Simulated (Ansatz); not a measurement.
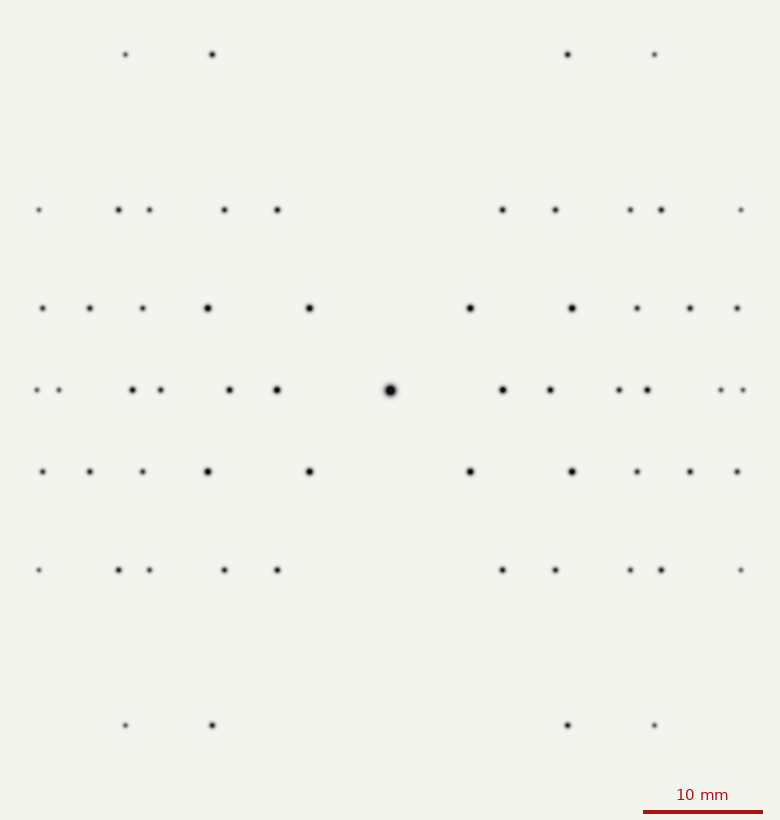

Simulated X-ray rotation photograph: Mo Kα radiation (λ = 0.7107 Å), cylindrical film of radius 28.65 mm unrolled, rotation axis vertical and normal to the beam, kinematic intensities without Lorentz or polarisation factors, the film spanning ±63° about the beam; spots down to d = 0.68 Å.

Question: What lattice repeat along the rotation axis do the layer lines give?

Answer: The first layer line lies 6.9 mm from the equator, so tan ν = 0.241, sin ν = 0.234 and the period is λ/sin ν = 3.03 Å. Further lines follow at 15.2, 28.3 mm.

The crystal is Ru, space group Im-3m (No. 229), a = 3.03 Å. Structure: the geometry relaxed with Ansatz 0.2.0, DFT, r2SCAN, plane waves (500 eV) with PAW, scalar-relativistic; the starting structure was generated, so it need not be a known form of this composition.

Question: About which axis was it rotated?

Answer: About [001] (or an equivalent direction), whose length in the conventional cell is 3.033 Å.
